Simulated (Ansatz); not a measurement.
# Single-point calculation of InSb (part 1 of 2)

InSb (slab, 10 atoms in the cell), computed with DFT, r2SCAN, plane waves, PAW, spin-polarised (Ansatz 0.2.0).

The structure derives from an entry of the Crystallography Open Database. Some settings of this run were made unusual or wrong on purpose. Figures and captions count atoms from 1; the log counts them from 0 in places.

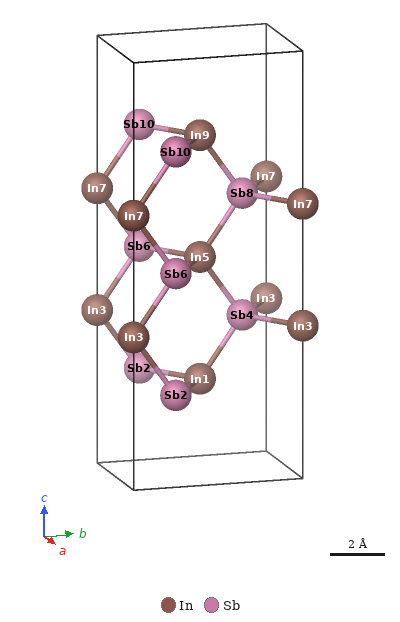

**Figure 1.** The structure (ball-and-stick view of the cell of the calculation, with the vacuum cut short, seen slightly off an axis; atoms are numbered from 1 in the order of the input). An atom can appear more than once, as a periodic image. Near neighbours in the periodic cell (some may lie outside the picture): In has 3 Sb at 2.84 Å; Sb has 3 In at 2.84 Å; In has 4 Sb at 2.84 Å; Sb has 4 In at 2.84 Å.

The input:
```yaml
crystal:
  lattice:
    - [4.6351943571, 0.0, 0.0]
    - [0.0, 6.555154724, 0.0]
    - [0.0, 0.0, 24.2703887141]
  atoms:
    - { symbol: In, position: [0.5, 0.5, 0.3090185365], spin: 1.0 }
    - { symbol: Sb, position: [0.0, 0.25, 0.3090185365], spin: 1.0 }
    - { symbol: In, position: [0.0, 0.0, 0.4045092682] }
    - { symbol: Sb, position: [0.5, 0.75, 0.4045092682] }
    - { symbol: In, position: [0.5, 0.5, 0.5] }
    - { symbol: Sb, position: [0.0, 0.25, 0.5] }
    - { symbol: In, position: [0.0, 0.0, 0.5954907318] }
    - { symbol: Sb, position: [0.5, 0.75, 0.5954907318] }
    - { symbol: In, position: [0.5, 0.5, 0.6909814635], spin: 1.0 }
    - { symbol: Sb, position: [0.0, 0.25, 0.6909814635], spin: 1.0 }
basis:
  ecutwfc: 30
kpoints:
  mp_grid: { grid: [8, 6, 1] }
hamiltonian:
  xc: r2scan
scf:
  occupations: { method: gaussian, width: 0.1 }
  max_iter: 75
output:
  forces: true
  eigenvalues: true
  stress: true
magnetization:
  spin_polarized: true
efield:
  axis: 3
  dipole_correction: true
  ramp_width: 0.04
```

Machine: 2 threads of AMD EPYC (Zen 5), 32 GiB of memory available, shared host.

Launch command:
```bash
ansatz run input.yaml --threads 2 --pin off --max-ram 5120MiB --backend cpu --events-out ev --progress --plain --runs-dir out
```

What the program printed:
```
Warning: basis.ecutwfc = 30 eV is below the records' recommended 500 eV, and the density's cutoff is lower with it unless basis.ecutrho_ratio is high enough to keep the records' density cutoff: compare with a run at a higher cutoff
Engine: ansatz 0.2.0, x86_64-unknown-linux-gnu
Pseudopotentials: kind: paw
Pseudopotential: In, paw, valence charge 13, recommended cutoff 500 eV (meta_gga), In.paw.azcp
Pseudopotential: Sb, paw, valence charge 15, recommended cutoff 500 eV (meta_gga), Sb.paw.azcp
Functional definition: r2SCAN
  parameter k0 = 0.174
  parameter k1 = 0.065
  parameter a1 = 4.9479
  exchange = r2scan_x(k0 = k0, k1 = k1, a1 = a1)
  correlation = r2scan_c
Crystal: 10 atoms, lattice volume = 737.442 Å³
Basis set: ecut = 30 eV, 253 PW (Γ), exchange–correlation on 36×48×180 points (64 copies of the dense FFT grid, shifted against one another)
Bands: 87, of which v1, the nominal top of the filled ones, is band 70 counted from 1 (69 counted from 0)
Symmetry: 2 space group operations
k-points: 20 of 48 (time reversal used)
Non-local potential: In, projectors of the file, l = 0: 2, l = 1: 2, l = 2: 2, l = 3: 2
Non-local potential: Sb, projectors of the file, l = 0: 2, l = 1: 2, l = 2: 2, l = 3: 2
PAW form: soft (Blöchl's): semilocal exchange-correlation on the pseudo side does not see the compensation charge
PAW frozen core: In, regenerated for the run's functional (the file was generated under x = pbe(κ = 0.804, μ = 0.2195149727645171), c = pbe(β = 0.06672455060314922))
PAW frozen core: Sb, regenerated for the run's functional (the file was generated under x = pbe(κ = 0.804, μ = 0.2195149727645171), c = pbe(β = 0.06672455060314922))
PAW one-centre angular grid: In, 590 points (default); XC on 289 of its mesh's 2783 points in the sphere
PAW one-centre angular grid: Sb, 590 points (default); XC on 160 Gauss nodes
Initial density: superposition of atomic densities (neutral atoms: chi_scale 0, normalization atom)
Starting moments: Σ|m| = 4 μB on 4 of 10 sites
Initial wavefunctions: pseudopotential atomic-orbital guess
Functional: x = r2scan, c = r2scan; τ floored in thin density (d = 2e-4 eV/Å³)
SCF iter   1: F=—  HF=-57414.457076 eV  |F-HF|=—  |Δ(HF+E_count)|=         —  Δρ=4.24e-1 (↑4.24e-1 ↓4.01e-1)  dr2=1.36e4  dr2_τ=1.38e1  dr2_m=2.46e0  M=0.593 μB ∫|m|=0.731 μB  β_m=0.30  ethr=3.10e-3  p=-0.000 e·Å  D=-8.02e-15 V/Å  ΔV_dip=0.00 eV  dr2_dipole=1.46e-26  V_vac-E_F(+/−)=-5.22/-5.22 eV  ⟨swp⟩=1.0  Hψ=11000  notcnv=0
efield: sawtooth ramp at fractional position 0.9800 (placed from the atoms, in the widest stretch of the axis that holds none; the zero of the levels goes with the place), width 0.0400; the density the first Hamiltonian is built on has a dipole p = -0.000 e·Å; the dipole correction subtracts the counter field D = -8.02e-15 V/Å, which shifts the + side's vacuum level by +0.00 eV against the − side's; the planar-averaged density in the ramp window peaks in size at 2.2e-2 e/Å³
preconditioner: auto → LDOS  [metal: Δε(μ)=0.010 eV  Ē_g=7.247 eV  σ=0.100 eV  W_gap=0.05  n_scr=116 (ndim 8)  ℏωp=16.2 eV  f_vac=0.447  D(μ)=14.45/eV (n_scr^D=90)]
spin=Collinear: LDOS preconditioning applied to the charge; magnetization (m = ρ↑ − ρ↓) channel mixes plain (no charge-response kernel on spin).
SCF iter   2: F=—  HF=-55492.917816 eV  |F-HF|=—  |Δ(HF+E_count)|=    1.92e3  Δρ=2.91e-1 (↑2.91e-1 ↓2.75e-1)  dr2=4.86e3  dr2_τ=1.41e2  dr2_m=1.22e0  M=0.474 μB ∫|m|=0.577 μB  β_m=0.30  ethr=3.10e-3  p=0.000 e·Å  D=1.85e-8 V/Å  ΔV_dip=-0.00 eV  dr2_dipole=1.61e-5  V_vac-E_F(+/−)=-2.88/-2.86 eV  ⟨swp⟩=8.7  Hψ=22520  notcnv=0  defer=256  κ⁻¹=1.0e0(r=1)
SCF iter   3: F=—  HF=-53887.533533 eV  |F-HF|=—  |Δ(HF+E_count)|=    1.61e3  Δρ=1.02e-1 (↑1.02e-1 ↓9.45e-2)  dr2=7.54e2  dr2_τ=1.05e2  dr2_m=2.94e-1  M=2.350 μB ∫|m|=2.386 μB  β_m=0.30  ethr=3.10e-3  p=0.000 e·Å  D=2.26e-5 V/Å  ΔV_dip=-0.00 eV  dr2_dipole=7.72e-3  V_vac-E_F(+/−)=-0.44/-0.41 eV  ⟨swp⟩=12.7  Hψ=26058  notcnv=0  defer=233  κ⁻¹=3.6e-2(r=2)
SCF iter   4: F=—  HF=-53573.910949 eV  |F-HF|=—  |Δ(HF+E_count)|=    3.14e2  Δρ=3.34e-2 (↑3.34e-2 ↓3.28e-2)  dr2=1.23e2  dr2_τ=4.94e-1  dr2_m=5.50e-2  M=0.303 μB ∫|m|=0.314 μB  β_m=0.30  ethr=3.10e-3  p=-0.000 e·Å  D=-4.98e-6 V/Å  ΔV_dip=0.00 eV  dr2_dipole=7.88e-6  V_vac-E_F(+/−)=0.97/0.99 eV  ⟨swp⟩=9.2  Hψ=14101  notcnv=0  defer=256  κ⁻¹=9.3e-4(r=3)
SCF iter   5: F=—  HF=-53544.744716 eV  |F-HF|=—  |Δ(HF+E_count)|=    2.92e1  Δρ=1.84e-2 (↑1.77e-2 ↓1.84e-2)  dr2=3.50e1  dr2_τ=5.22e-1  dr2_m=2.06e-2  M=0.221 μB ∫|m|=0.223 μB  β_m=0.30  ethr=3.10e-3  p=-0.001 e·Å  D=-2.79e-4 V/Å  ΔV_dip=0.01 eV  dr2_dipole=3.07e-4  V_vac-E_F(+/−)=2.06/2.03 eV  ⟨swp⟩=7.5  Hψ=11056  notcnv=0  defer=333  κ⁻¹=4.9e-4(r=4)
SCF iter   6: F=—  HF=-53541.277964 eV  |F-HF|=—  |Δ(HF+E_count)|=    3.47e0  Δρ=4.73e-3 (↑4.73e-3 ↓4.18e-3)  dr2=1.89e1  dr2_τ=3.11e-3  dr2_m=1.05e-2  M=0.137 μB ∫|m|=0.139 μB  β_m=0.36  ethr=3.10e-3  p=0.004 e·Å  D=9.15e-4 V/Å  ΔV_dip=-0.02 eV  dr2_dipole=4.21e-3  V_vac-E_F(+/−)=2.06/1.97 eV  ⟨swp⟩=5.8  Hψ=6812  notcnv=0  defer=344
Mixer restart at iter 6: flushing history
spin-set hold released at iteration 6 (site moments contracting): the magnetisation degrees of freedom join the quasi-Newton model from the next iteration; the mixer history was flushed
SCF iter   7: F=—  HF=-53538.687912 eV  |F-HF|=—  |Δ(HF+E_count)|=    2.59e0  Δρ=3.66e-3 (↑3.66e-3 ↓3.22e-3)  dr2=1.10e1  dr2_τ=7.03e-3  dr2_m=4.56e-3  M=0.098 μB ∫|m|=0.100 μB  β_m=0.34  ethr=3.10e-3  p=0.003 e·Å  D=7.72e-4 V/Å  ΔV_dip=-0.02 eV  dr2_dipole=1.61e-3  V_vac-E_F(+/−)=4.56/4.53 eV  ⟨swp⟩=5.8  Hψ=6990  notcnv=0  defer=392  κ⁻¹=1.0e0(r=1)
SCF iter   8: F=—  HF=-53535.083541 eV  |F-HF|=—  |Δ(HF+E_count)|=    3.60e0  Δρ=1.39e-3 (↑1.18e-3 ↓1.39e-3)  dr2=4.47e-1  dr2_τ=1.26e-3  dr2_m=8.58e-4  M=-0.001 μB ∫|m|=0.016 μB  β_m=0.32  ethr=3.10e-3  p=0.001 e·Å  D=2.35e-4 V/Å  ΔV_dip=-0.01 eV  dr2_dipole=3.33e-5  V_vac-E_F(+/−)=12.56/12.73 eV  ⟨swp⟩=5.6  Hψ=6701  notcnv=0  defer=402  κ⁻¹=1.6e-3(r=2)
SCF iter   9: F=—  HF=-53535.007494 eV  |F-HF|=—  |Δ(HF+E_count)|=   7.60e-2  Δρ=1.12e-3 (↑9.68e-4 ↓1.12e-3)  dr2=1.08e-1  dr2_τ=1.02e-4  dr2_m=1.04e-3  M=-0.019 μB ∫|m|=0.020 μB  β_m=0.30  ethr=3.20e-4  p=0.000 e·Å  D=1.66e-5 V/Å  ΔV_dip=-0.00 eV  dr2_dipole=1.26e-4  V_vac-E_F(+/−)=14.75/14.97 eV  ⟨swp⟩=5.9  Hψ=7451  notcnv=0  defer=394  κ⁻¹=9.3e-4(r=3)
SCF iter  10: F=—  HF=-53535.010831 eV  |F-HF|=—  |Δ(HF+E_count)|=   3.34e-3  Δρ=2.29e-4 (↑2.29e-4 ↓1.93e-4)  dr2=3.47e-3  dr2_τ=3.36e-6  dr2_m=4.99e-5  M=-0.002 μB ∫|m|=0.003 μB  β_m=0.30  ethr=7.69e-5  p=-0.000 e·Å  D=-6.75e-5 V/Å  ΔV_dip=0.00 eV  dr2_dipole=3.85e-7  V_vac-E_F(+/−)=14.72/14.95 eV  ⟨swp⟩=2.5  Hψ=4573  notcnv=0  defer=385  κ⁻¹=1.6e-4(r=4)
SCF iter  11: F=—  HF=-53535.010292 eV  |F-HF|=—  |Δ(HF+E_count)|=   5.39e-4  Δρ=1.75e-4 (↑1.75e-4 ↓1.54e-4)  dr2=1.88e-3  dr2_τ=1.20e-6  dr2_m=4.25e-5  M=-0.000 μB ∫|m|=0.002 μB  β_m=0.31  ethr=2.48e-6  p=-0.000 e·Å  D=-3.02e-5 V/Å  ΔV_dip=0.00 eV  dr2_dipole=2.54e-6  V_vac-E_F(+/−)=14.70/14.92 eV  ⟨swp⟩=3.0  Hψ=5248  notcnv=0  defer=384  κ⁻¹=2.6e-5(r=5)
SCF iter  12: F=—  HF=-53535.010129 eV  |F-HF|=—  |Δ(HF+E_count)|=   1.63e-4  Δρ=3.62e-5 (↑3.58e-5 ↓3.62e-5)  dr2=1.04e-4  dr2_τ=7.81e-8  dr2_m=1.72e-6  M=-0.001 μB ∫|m|=0.001 μB  β_m=0.38  ethr=1.34e-6  p=0.000 e·Å  D=5.60e-5 V/Å  ΔV_dip=-0.00 eV  dr2_dipole=6.81e-7  V_vac-E_F(+/−)=14.69/14.92 eV  ⟨swp⟩=3.1  Hψ=5578  notcnv=0  defer=384  κ⁻¹=6.5e-7(r=6)
SCF iter  13: F=—  HF=-53535.010117 eV  |F-HF|=—  |Δ(HF+E_count)|=   1.12e-5  Δρ=2.19e-5 (↑2.19e-5 ↓2.00e-5)  dr2=5.27e-5  dr2_τ=2.35e-8  dr2_m=3.34e-7  M=-0.000 μB ∫|m|=0.000 μB  β_m=0.39  ethr=7.41e-8  p=0.000 e·Å  D=3.93e-5 V/Å  ΔV_dip=-0.00 eV  dr2_dipole=2.47e-7  V_vac-E_F(+/−)=14.70/14.92 eV  ⟨swp⟩=2.5  Hψ=4836  notcnv=0  defer=384  κ⁻¹=4.3e-7(r=7)
SCF iter  14: F=—  HF=-53535.010106 eV  |F-HF|=—  |Δ(HF+E_count)|=   1.10e-5  Δρ=4.31e-6 (↑4.21e-6 ↓4.31e-6)  dr2=1.51e-6  dr2_τ=1.70e-9  dr2_m=4.56e-9  M=-0.000 μB ∫|m|=0.000 μB  β_m=0.30  ethr=3.77e-8  p=0.000 e·Å  D=2.75e-6 V/Å  ΔV_dip=-0.00 eV  dr2_dipole=1.70e-7  V_vac-E_F(+/−)=14.70/14.92 eV  ⟨swp⟩=2.5  Hψ=5304  notcnv=0  defer=384  κ⁻¹=2.3e-8(r=8)
SCF iter  15: F=—  HF=-53535.010107 eV  |F-HF|=—  |Δ(HF+E_count)|=   3.55e-7  Δρ=2.77e-6 (↑2.40e-6 ↓2.77e-6)  dr2=1.22e-6  dr2_τ=3.03e-10  dr2_m=1.08e-8  M=-0.000 μB ∫|m|=0.000 μB  β_m=0.36  ethr=1.08e-9  p=0.000 e·Å  D=2.27e-6 V/Å  ΔV_dip=-0.00 eV  dr2_dipole=3.50e-8  V_vac-E_F(+/−)=14.70/14.92 eV  ⟨swp⟩=2.9  Hψ=5852  notcnv=0  defer=384  κ⁻¹=1.2e-8(r=8)
SCF iter  16: F=-53535.010107 eV  HF=-53535.010107 eV  |F-HF|=1.91e-8  |Δ(HF+E_count)|=   2.30e-7  Δρ=5.12e-7 (↑5.12e-7 ↓5.05e-7)  dr2=2.82e-8  dr2_τ=1.22e-11  dr2_m=5.97e-11  M=-0.000 μB ∫|m|=0.000 μB  ethr=7.14e-11  p=0.000 e·Å  D=1.28e-6 V/Å  ΔV_dip=-0.00 eV  dr2_dipole=1.55e-9  V_vac-E_F(+/−)=14.70/14.92 eV  ⟨swp⟩=28.7  Hψ=29181  notcnv=0
WARN: efield: at this solve's end the planar-averaged density reaches 3.25e-3 e/Å³ inside the ramp window [0.9388, 0.0612] (bound 1e-5 e/Å³); the window's nearer edge stands 6.01 Å from this solve's nearest atom along the axis. Its work functions, free energy, forces, stress, dipole, levels and responses can be off, and this figure does not tell by how much. The cell may have no vacuum along `efield.axis`. A short vacuum, a low `basis.ecutwfc` or `basis.ecutrho_ratio` and negative occupations (`scf.occupations.method`) can put density there. See the manual's quickstart, § The vacuum guard
SCF 1 converged in 16 iterations: F = -53535.010107 eV  dr2 = 2.82e-8
  greatest PAW one-centre occupation: 1.613 electrons in one spin orbital (limit 2), on the In atom at site 6 (counted from 0), in its partial waves of l = 0
```

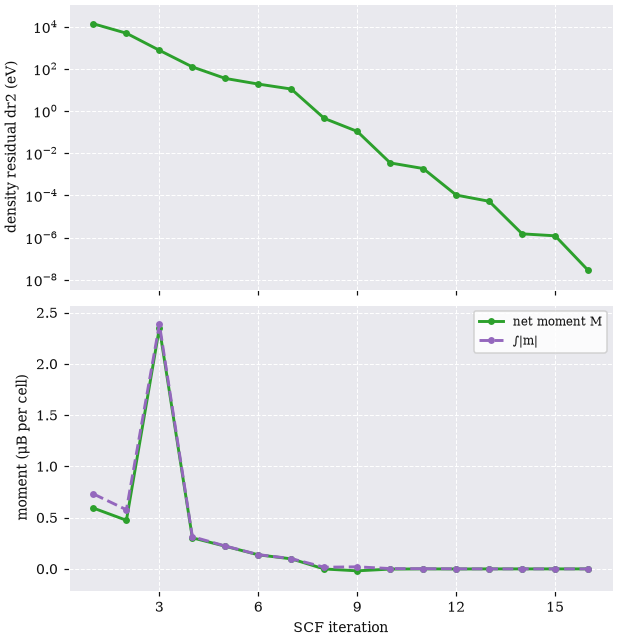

**Figure 2.** Convergence of the self-consistent field: density residual dr2 and magnetic moment against the SCF iteration. The residual falls at every step. The net moment goes from 0.6 to 0.0 μB per cell, with excursions between 0.0 and 2.4 on the way, and ∫|m| falls to zero.
